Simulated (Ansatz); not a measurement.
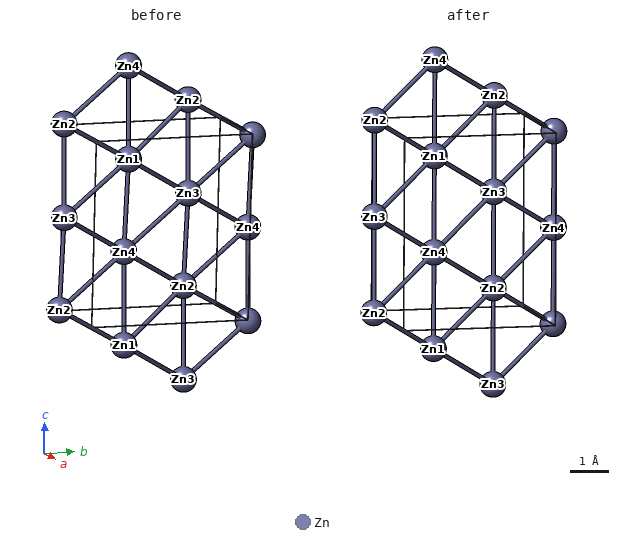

The structure of crystalline Zn (built on the random type) before (left) and after (right) a relaxation, at one scale.

The picture is a ball-and-stick view of the cell of the calculation, seen slightly off an axis.

Case: random cell without symmetry.

Level of theory: DFT PBE, scalar-relativistic, plane waves, PAW in Ansatz. (plane-wave cutoff 420 eV; k-point mesh 16 × 12 × 10; occupations gaussian; smearing width 0.1 eV; no spin polarisation; cell and atoms relaxed; force threshold 0.01 eV/Å; at most 80 steps)

Describe what moved and what it gained.

The largest moves relative to the cell, 0.071 Å, are those of Zn1 and Zn2. Zn1 goes along [−3 −1 0]. The volume changes by −1.4 %, with a 3.058 → 3.013 Å (−1.5 %), b 4.171 → 4.048 Å (−3.0 %), c 5.083 → 5.228 Å (+2.9 %), α 87.0° → 88.8°, β 85.0° → 88.6°, γ 79.1° → 78.5°. Among the contacts that change: Zn1–Zn4 2.544 → 2.614 Å, Zn1–Zn3 2.680 → 2.618 Å, Zn1–Zn2 2.669 → 2.617 Å, Zn1–Zn3 (another image) 2.650 → 2.621 Å. Among the angles between lasting bonds that change: Zn2–Zn1–Zn3 175.7° → 179.8°, Zn2–Zn1–Zn3 56.9° → 59.9°, Zn2–Zn1–Zn2 122.8° → 120.1°. The space group stays P-1 (No. 2). Over 6 accepted moves (7 points after the start) the energy falls by 13.2 meV per atom. The largest force component goes from 0.0096 to 0.00065 eV/Å. Pressure: −0.16 GPa at the start and 0.00 GPa at the end. At 1 point the geometry stayed and the basis and grid were re-selected for the new cell (energy shift of 0.2 meV per atom at most each time).
